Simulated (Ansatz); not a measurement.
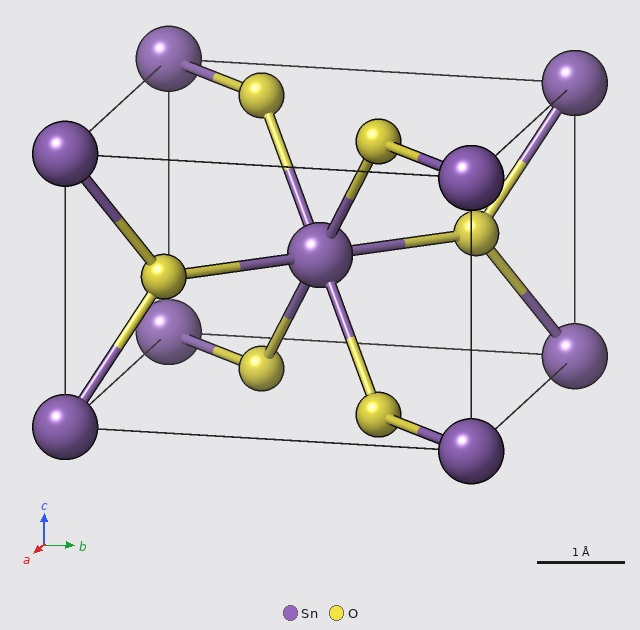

Normal modes of a crystal of SnO2, at the zone centre. Style: ball-and-stick. Shown: the cell of the calculation, slightly off an axis.

Level of theory: DFT PBE, scalar-relativistic, plane waves, PAW in Ansatz 0.2.0. (plane-wave cutoff 420 eV; k-point mesh 6 × 6 × 8; occupations gaussian; smearing width 0.05 eV; no spin polarisation)

Frequencies are those without the non-analytic (LO–TO) term.

### List the optical modes.

The calculation's cell holds 6 atoms, so there are 15 optical modes, in 11 levels. The optical modes span B₁g + 2B₁u + 3E_u + A₂g + A₂u + E_g + A₁g + B₂g. No level is unstable.

```tsv
level	symmetry	frequency (cm⁻¹)	activity
1	B₁g	110	Raman-active
2	B₁u	141	silent
3	E_u	220	infrared-active
4	E_u	260	infrared-active
5	A₂g	340	silent
6	A₂u	430	infrared-active
7	E_g	437	Raman-active
8	B₁u	527	silent
9	E_u	548	infrared-active
10	A₁g	583	Raman-active
11	B₂g	706	Raman-active
```

The displacement patterns (one member of each degenerate set), 6 of the levels:

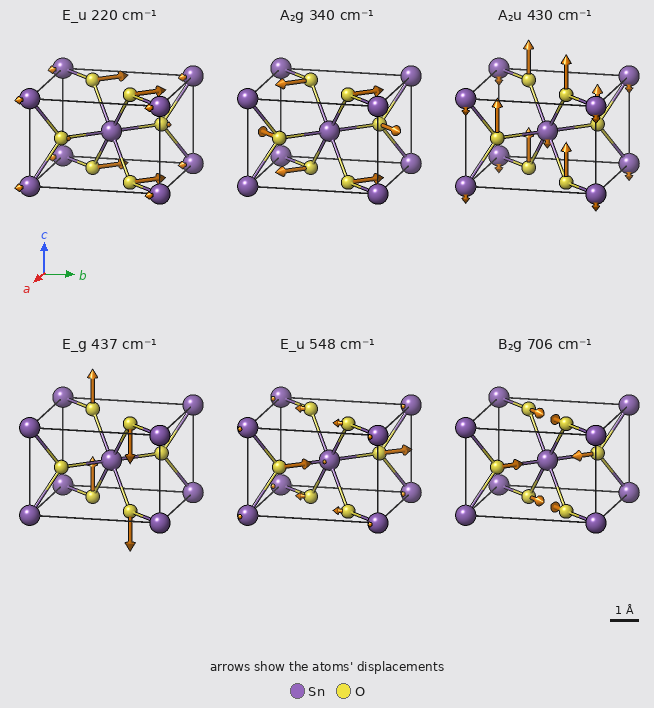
